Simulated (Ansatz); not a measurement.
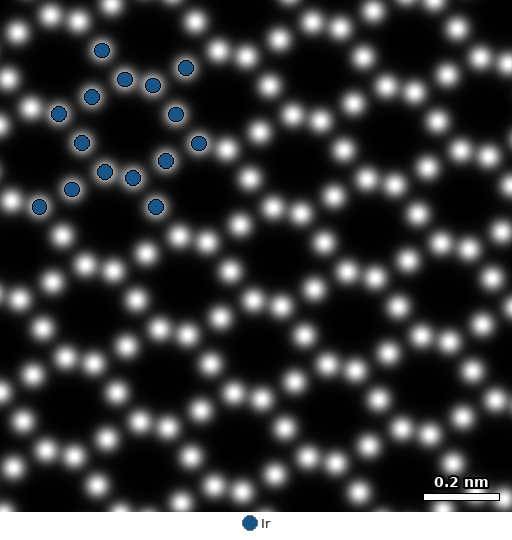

Z-contrast image of Ir (P6_3/mmc, No. 194) along [101]. Simulated incoherent Z contrast: every atom adds Z^1.8 spread by a probe of 0.50 Å full width; channelling and multiple scattering are left out. The probe carries 15 % of its weight in a tail 2.5 times as wide. Atomic positions: a calculation's starting geometry; the starting structure was generated, so it need not be a known form of this composition.

Coloured dots in one corner mark the columns of the model.

Interpret the image.

Answer. The columns repeat on a centred rectangular net of 2.59 × 4.70 Å (plane group c2mm). All columns are alike (Ir). The shortest distance between visible columns is 0.78 Å in projection. Along the beam the structure repeats every 9.26 Å.
